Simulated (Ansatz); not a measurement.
Geometry relaxation of AlRu (part 1 of 2)

The run: geometry relaxation of AlRu (Pm-3m, 2 atoms in the cell). Method and program: DFT PBE, scalar-relativistic, plane waves, PAW, no spin polarisation (Ansatz 0.2.0).

The structure derives from an entry of the Crystallography Open Database. It belongs to a series of runs on one base structure; here: relaxed at 3 GPa.

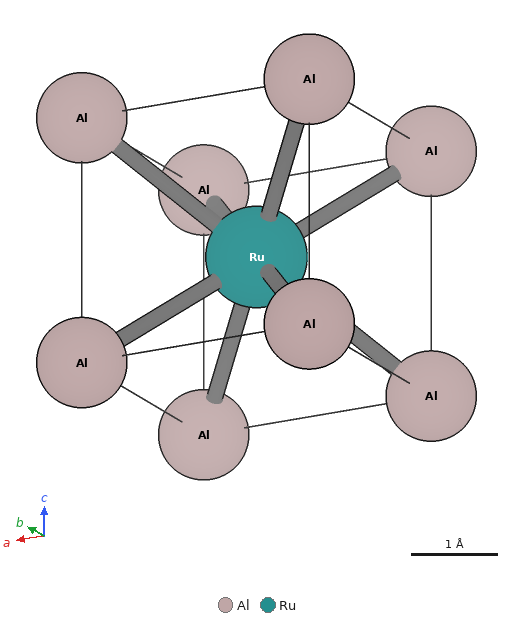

Figure 1. The structure as given in the input (ball-and-stick view of the cell of the calculation, seen at an oblique angle).

Key numbers:

- outcome: converged
- space group (tolerance 0.01 Å): Pm-3m (221)
- electrons treated: 19
- free energy: −6417.5215 eV
- Fermi energy: 16.149 eV
- gap on the k-point mesh: none (metallic)
- pressure: 3.00 GPa
- final volume: 26.78 Å³
- largest force (length of the vector) at the end: under 0.001 eV/Å
- final cell: a = 2.992 Å, b = 2.992 Å, c = 2.992 Å, α = 90.00°, β = 90.00°, γ = 90.00°
- hardware: 1 thread of AMD EPYC (Zen 3), 32 GiB of memory available, shared host
- wall time: 11 s
- peak memory: 0.41 GiB

Notes:

Results for this metal are sensitive to the k-point mesh.

Input:
```yaml
crystal:
  lattice:
    - [3.0061613449, 0.0, 0.0]
    - [0.0, 3.0061613449, 0.0]
    - [0.0, 0.0, 3.0061613449]
  atoms:
    - { symbol: Al, position: [0.0, 0.0, 0.0] }
    - { symbol: Ru, position: [0.5, 0.5, 0.5] }
basis:
  ecutwfc: 420
kpoints:
  mp_grid: { grid: [14, 14, 14] }
hamiltonian:
  xc: pbe
scf:
  occupations: { method: fermi_dirac, width: 0.15 }
output:
  forces: true
  stress: true
  eigenvalues: true
  write_density: true
  write_potential: true
  elf: true
  volumetric_format: npy
relax:
  adjacent_minimum: "off"
  f_tol: 0.001
  max_steps: 60
  cell: { stress_tol: 0.02, p_target: 3.0 }
```

Run as:
```bash
ansatz run input.yaml --threads 1 --pin off --max-ram 3072MiB --backend cpu --events-out ev --progress --plain --runs-dir out
```

What the program printed:
```
Engine: ansatz 0.2.0, x86_64-unknown-linux-gnu
Pseudopotentials: kind: paw
Pseudopotential: Al, paw, valence charge 3, recommended cutoff 420 eV (normal), Al.paw.azcp
Pseudopotential: Ru, paw, valence charge 16, recommended cutoff 420 eV (normal), Ru.paw.azcp
Functional definition: PBE
  parameter kappa = 0.804
  parameter beta = 0.06672455060314922
  exchange = pbe_x(kappa = kappa, mu = beta*pi^2/3)
  correlation = pbe_c(beta = beta)
Crystal: 2 atoms, lattice volume = 27.167 Å³
Basis set: ecut = 420 eV, 515 PW (Γ), exchange–correlation on 48×48×48 points (8 copies of the dense FFT grid, shifted against one another)
Bands: 14, of which v1, the nominal top of the filled ones, is band 10 counted from 1 (9 counted from 0)
Symmetry: 48 space group operations
Space group: Pm-3m (ITA 221), of the structure as read, at distance tolerance 3.0e-5 Å
k-points: 120 of 2744
Non-local potential: Al, projectors of the file, l = 0: 2, l = 1: 2, l = 2: 1
Non-local potential: Ru, projectors of the file, l = 0: 3, l = 1: 2, l = 2: 2, l = 3: 1
PAW form: soft (Blöchl's): semilocal exchange-correlation on the pseudo side does not see the compensation charge
PAW one-centre angular grid: Al, 110 points (default); XC on 64 Gauss nodes
PAW one-centre angular grid: Ru, 590 points (default); XC on 64 Gauss nodes
Initial density: superposition of atomic densities (neutral atoms: chi_scale 0, normalization atom), corrected by the library's trained network
Initial wavefunctions: pseudopotential atomic-orbital guess
Functional: x = pbe(κ = 0.804, μ = 0.2195149727645171), c = pbe(β = 0.06672455060314922)
SCF iter   1: F=—  HF=-6417.525597 eV  |F-HF|=—  |Δ(HF+E_count)|=         —  Δρ=3.45e-3  dr2=3.24e-3  ethr=1.77e-3  ⟨swp⟩=5.0  Hψ=8126  notcnv=0
preconditioner: auto → none  [metal: Δε(μ)=0.020 eV  Ē_g=8.774 eV  σ=0.150 eV  W_gap=0.03  n_scr=6 (ndim 8)  ℏωp=23.6 eV  f_vac=0.000  D(μ)=1.61/eV (n_scr^D=18)  sad-step TF]
SCF iter   2: F=—  HF=-6417.525337 eV  |F-HF|=—  |Δ(HF+E_count)|=   2.60e-4  Δρ=2.10e-3  dr2=1.41e-3  ethr=1.71e-5  ⟨swp⟩=2.3  Hψ=3015  notcnv=0
SCF iter   3: F=—  HF=-6417.525081 eV  |F-HF|=—  |Δ(HF+E_count)|=   2.56e-4  Δρ=2.67e-4  dr2=1.14e-5  ethr=7.44e-6  ⟨swp⟩=2.1  Hψ=2094  notcnv=0
SCF iter   4: F=—  HF=-6417.525059 eV  |F-HF|=—  |Δ(HF+E_count)|=   2.15e-5  Δρ=8.28e-5  dr2=7.64e-7  ethr=6.02e-8  ⟨swp⟩=2.1  Hψ=2394  notcnv=0
iter 5 did not close the SCF: its close was put off for the readings that it lacked (scf_convergence_deferred on its scf_iter line)
SCF iter   5: F=-6417.525059 eV  HF=-6417.525059 eV  |F-HF|=5.83e-10  |Δ(HF+E_count)|=   1.02e-7  Δρ=1.22e-5  dr2=8.05e-9  ethr=4.02e-9  ⟨swp⟩=2.2  Hψ=2803  notcnv=0
SCF iter   6: F=-6417.525059 eV  HF=-6417.525059 eV  |F-HF|=4.09e-11  |Δ(HF+E_count)|=  3.64e-10  Δρ=2.49e-6  dr2=3.21e-10  ethr=4.24e-11  ⟨swp⟩=4.7  Hψ=8596  notcnv=0
SCF 1 converged in 6 iterations: F = -6417.525059 eV  dr2 = 3.21e-10
  greatest PAW one-centre occupation: 0.998 electrons in one spin orbital (limit 2), on the Ru atom at site 1 (counted from 0), in its partial waves of l = 0
relax step   1: F+E_penalty+E_count = -6417.52505939 eV  Δ(F+E_penalty+E_count) = +0.000e0 eV  max|allowed force component| = 3.486e-29 eV/Å  Δτ_max = 0.0000 Å  P = -0.000 GPa  Ω = 27.167 Å³  (6 SCF iters, dr2 threshold 1.00e-7 eV, accepted)
Crystal: 2 atoms, lattice volume = 26.656 Å³
Basis set: ecut = 420 eV, 485 PW (Γ), exchange–correlation on 48×48×48 points (8 copies of the dense FFT grid, shifted against one another)
Initial density: handed on by an earlier stage of this run
Initial wavefunctions: those handed on with the density
iter 1 solved again at ethr=1.07e-5 eV; its pass at ethr=3.10e-3 eV (dr2=2.04e-3 eV) is discarded
SCF iter   1: F=—  HF=-6417.519507 eV  |F-HF|=—  |Δ(HF+E_count)|=         —  Δρ=2.22e-3  dr2=1.83e-3  ethr=1.07e-5  ⟨swp⟩=1.2  Hψ=10544  notcnv=0
preconditioner: auto → none  [metal: Δε(μ)=0.022 eV  Ē_g=8.930 eV  σ=0.150 eV  W_gap=0.04  n_scr=6 (ndim 8)  ℏωp=23.9 eV  f_vac=0.000  D(μ)=1.57/eV (n_scr^D=18)]
SCF iter   2: F=—  HF=-6417.519106 eV  |F-HF|=—  |Δ(HF+E_count)|=   4.00e-4  Δρ=7.57e-4  dr2=1.77e-4  ethr=9.66e-6  ⟨swp⟩=1.8  Hψ=2305  notcnv=0
SCF iter   3: F=—  HF=-6417.519036 eV  |F-HF|=—  |Δ(HF+E_count)|=   7.00e-5  Δρ=1.43e-4  dr2=5.87e-6  ethr=9.32e-7  ⟨swp⟩=1.8  Hψ=2215  notcnv=0
iter 4 did not close the SCF: its close was put off for the readings that it lacked (scf_convergence_deferred on its scf_iter line)
SCF iter   4: F=-6417.519035 eV  HF=-6417.519035 eV  |F-HF|=2.24e-8  |Δ(HF+E_count)|=   1.10e-6  Δρ=1.65e-5  dr2=1.63e-8  ethr=3.09e-8  ⟨swp⟩=2.2  Hψ=2293  notcnv=0
iter 5 did not close the SCF: its close was put off for the readings that it lacked (scf_convergence_deferred on its scf_iter line)
SCF iter   5: F=-6417.519035 eV  HF=-6417.519035 eV  |F-HF|=8.19e-10  |Δ(HF+E_count)|=   2.80e-8  Δρ=1.78e-6  dr2=9.00e-10  ethr=8.57e-11  ⟨swp⟩=2.3  Hψ=2742  notcnv=0
SCF iter   6: F=-6417.519035 eV  HF=-6417.519035 eV  |F-HF|=0.00e0  |Δ(HF+E_count)|=  1.93e-10  Δρ=1.72e-7  dr2=1.86e-12  ethr=4.74e-12  ⟨swp⟩=4.2  Hψ=7955  notcnv=0
SCF 2 converged in 6 iterations: F = -6417.519035 eV  dr2 = 1.86e-12
relax step   2: F+E_penalty+E_count = -6417.51903503 eV  Δ(F+E_penalty+E_count) = +6.024e-3 eV  max|allowed force component| = 1.072e-29 eV/Å  Δτ_max = 0.0000 Å  P = +3.985 GPa  Ω = 26.656 Å³  energy of the carried Pulay correction = +2.140e-4 eV  (6 SCF iters, dr2 threshold 2.00e-7 eV, accepted)
Crystal: 2 atoms, lattice volume = 26.781 Å³
iter 1 solved again at ethr=5.80e-7 eV; its pass at ethr=3.10e-3 eV (dr2=1.10e-4 eV) is discarded
SCF iter   1: F=—  HF=-6417.521727 eV  |F-HF|=—  |Δ(HF+E_count)|=         —  Δρ=5.45e-4  dr2=1.11e-4  ethr=5.80e-7  ⟨swp⟩=2.1  Hψ=9323  notcnv=0
preconditioner: auto → none  [metal: Δε(μ)=0.019 eV  Ē_g=8.904 eV  σ=0.150 eV  W_gap=0.03  n_scr=6 (ndim 8)  ℏωp=23.8 eV  f_vac=0.000  D(μ)=1.58/eV (n_scr^D=18)]
SCF iter   2: F=—  HF=-6417.521685 eV  |F-HF|=—  |Δ(HF+E_count)|=   4.18e-5  Δρ=1.86e-4  dr2=1.09e-5  ethr=5.80e-7  ⟨swp⟩=1.6  Hψ=1945  notcnv=0
SCF iter   3: F=—  HF=-6417.521682 eV  |F-HF|=—  |Δ(HF+E_count)|=   3.09e-6  Δρ=3.45e-5  dr2=3.37e-7  ethr=5.73e-8  ⟨swp⟩=1.8  Hψ=2004  notcnv=0
iter 4 did not close the SCF: its close was put off for the readings that it lacked (scf_convergence_deferred on its scf_iter line)
SCF iter   4: F=-6417.521682 eV  HF=-6417.521682 eV  |F-HF|=1.38e-9  |Δ(HF+E_count)|=   6.19e-8  Δρ=4.25e-6  dr2=1.05e-9  ethr=1.77e-9  ⟨swp⟩=2.2  Hψ=2223  notcnv=0
iter 5 did not close the SCF: its close was put off for the readings that it lacked (scf_convergence_deferred on its scf_iter line)
SCF iter   5: F=-6417.521682 eV  HF=-6417.521682 eV  |F-HF|=6.09e-11  |Δ(HF+E_count)|=   1.66e-9  Δρ=6.86e-7  dr2=7.03e-11  ethr=5.51e-12  ⟨swp⟩=2.1  Hψ=2704  notcnv=0
SCF iter   6: F=-6417.521682 eV  HF=-6417.521682 eV  |F-HF|=9.09e-13  |Δ(HF+E_count)|=  1.55e-11  Δρ=1.40e-7  dr2=6.44e-13  ethr=1.00e-12  ⟨swp⟩=3.9  Hψ=6964  notcnv=0
SCF 3 converged in 6 iterations: F = -6417.521682 eV  dr2 = 6.44e-13
relax step   3: F+E_penalty+E_count = -6417.52168162 eV  Δ(F+E_penalty+E_count) = -2.647e-3 eV  max|allowed force component| = 3.681e-30 eV/Å  Δτ_max = 0.0000 Å  P = +2.976 GPa  Ω = 26.781 Å³  energy of the carried Pulay correction = +1.615e-4 eV  (6 SCF iters, dr2 threshold 2.00e-7 eV, accepted)
Crystal: 2 atoms, lattice volume = 26.778 Å³
iter 1 solved again at ethr=3.86e-10 eV; its pass at ethr=3.10e-3 eV (dr2=7.34e-8 eV) is discarded
SCF iter   1: F=—  HF=-6417.521646 eV  |F-HF|=—  |Δ(HF+E_count)|=         —  Δρ=1.37e-5  dr2=7.28e-8  ethr=3.86e-10  ⟨swp⟩=2.1  Hψ=9100  notcnv=0
preconditioner: auto → none  [metal: Δε(μ)=0.017 eV  Ē_g=8.903 eV  σ=0.150 eV  W_gap=0.03  n_scr=6 (ndim 8)  ℏωp=23.8 eV  f_vac=0.000  D(μ)=1.58/eV (n_scr^D=18)]
SCF iter   2: F=—  HF=-6417.521628 eV  |F-HF|=—  |Δ(HF+E_count)|=   1.80e-5  Δρ=4.01e-6  dr2=4.21e-9  ethr=3.83e-10  ⟨swp⟩=2.0  Hψ=2165  notcnv=0
iter 3 did not close the SCF: its close was put off for the readings that it lacked (scf_convergence_deferred on its scf_iter line)
SCF iter   3: F=-6417.521628 eV  HF=-6417.521628 eV  |F-HF|=2.09e-10  |Δ(HF+E_count)|=   1.19e-9  Δρ=1.05e-6  dr2=2.83e-10  ethr=2.21e-11  ⟨swp⟩=1.7  Hψ=2019  notcnv=0
iter 4 did not close the SCF: its close was put off for the readings that it lacked (scf_convergence_deferred on its scf_iter line)
SCF iter   4: F=-6417.521628 eV  HF=-6417.521628 eV  |F-HF|=9.09e-13  |Δ(HF+E_count)|=  6.37e-11  Δρ=9.31e-8  dr2=6.92e-13  ethr=1.49e-12  ⟨swp⟩=2.2  Hψ=2202  notcnv=0
iter 5 did not close the SCF: its close was put off for the readings that it lacked (scf_convergence_deferred on its scf_iter line)
SCF iter   5: F=-6417.521628 eV  HF=-6417.521628 eV  |F-HF|=9.09e-13  |Δ(HF+E_count)|=  9.09e-13  Δρ=1.94e-8  dr2=3.91e-14  ethr=1.00e-12  ⟨swp⟩=1.0  Hψ=1680  notcnv=0
iter 6 did not close the SCF: its close was put off for the readings that it lacked (scf_convergence_deferred on its scf_iter line)
SCF iter   6: F=-6417.521628 eV  HF=-6417.521628 eV  |F-HF|=9.09e-13  |Δ(HF+E_count)|=  9.09e-13  Δρ=1.81e-9  dr2=3.58e-16  ethr=1.00e-12  ⟨swp⟩=1.0  Hψ=1680  notcnv=0
SCF iter   7: F=-6417.521628 eV  HF=-6417.521628 eV  |F-HF|=1.82e-12  |Δ(HF+E_count)|=    0.00e0  Δρ=1.50e-9  dr2=7.60e-17  ethr=1.00e-12  ⟨swp⟩=2.0  Hψ=4853  notcnv=0
SCF 4 converged in 7 iterations: F = -6417.521628 eV  dr2 = 7.60e-17
relax step   4: F+E_penalty+E_count = -6417.52162839 eV  Δ(F+E_penalty+E_count) = +5.322e-5 eV  max|allowed force component| = 4.220e-29 eV/Å  Δτ_max = 0.0000 Å  P = +3.000 GPa  Ω = 26.778 Å³  energy of the carried Pulay correction = +1.627e-4 eV  (7 SCF iters, accepted)
Basis set: ecut = 420 eV, 485 PW (Γ), exchange–correlation on 40×40×40 points (8 copies of the dense FFT grid, shifted against one another)
Initial wavefunctions: pseudopotential atomic-orbital guess (no wavefunctions were taken with the density)
iter 1 solved again at ethr=8.69e-9 eV; its pass at ethr=3.10e-3 eV (dr2=1.65e-6 eV) is discarded
SCF iter   1: F=—  HF=-6417.521572 eV  |F-HF|=—  |Δ(HF+E_count)|=         —  Δρ=3.33e-5  dr2=5.23e-8  ethr=8.69e-9  ⟨swp⟩=3.0  Hψ=13321  notcnv=0
SCF iter   2: F=—  HF=-6417.521467 eV  |F-HF|=—  |Δ(HF+E_count)|=   1.05e-4  Δρ=1.49e-5  dr2=1.23e-8  ethr=2.75e-10  ⟨swp⟩=2.0  Hψ=2728  notcnv=0
SCF iter   3: F=—  HF=-6417.521467 eV  |F-HF|=—  |Δ(HF+E_count)|=   5.84e-9  Δρ=5.38e-6  dr2=1.08e-9  ethr=6.47e-11  ⟨swp⟩=2.0  Hψ=2824  notcnv=0
SCF iter   4: F=—  HF=-6417.521467 eV  |F-HF|=—  |Δ(HF+E_count)|=   1.49e-9  Δρ=6.58e-7  dr2=4.40e-11  ethr=5.69e-12  ⟨swp⟩=2.2  Hψ=2329  notcnv=0
iter 5 did not close the SCF: its close was put off for the readings that it lacked (scf_convergence_deferred on its scf_iter line)
SCF iter   5: F=-6417.521467 eV  HF=-6417.521467 eV  |F-HF|=3.64e-12  |Δ(HF+E_count)|=  2.00e-11  Δρ=1.01e-7  dr2=7.34e-13  ethr=1.00e-12  ⟨swp⟩=1.0  Hψ=1680  notcnv=0
SCF iter   6: F=-6417.521467 eV  HF=-6417.521467 eV  |F-HF|=1.82e-12  |Δ(HF+E_count)|=    0.00e0  Δρ=7.07e-9  dr2=7.89e-15  ethr=1.00e-12  ⟨swp⟩=3.1  Hψ=6211  notcnv=0
SCF 5 converged in 6 iterations: F = -6417.521467 eV  dr2 = 7.89e-15
relax step   5: F+E_penalty+E_count = -6417.52146739 eV  Δ(F+E_penalty+E_count) = +1.610e-4 eV  max|allowed force component| = 2.538e-29 eV/Å  Δτ_max = 0.0000 Å  P = +2.999 GPa  Ω = 26.778 Å³  stress off target by 6.89e-4 GPa  SCF on the basis re-selected at this cell (its energy is not comparable with the rows above)  (6 SCF iters)
```
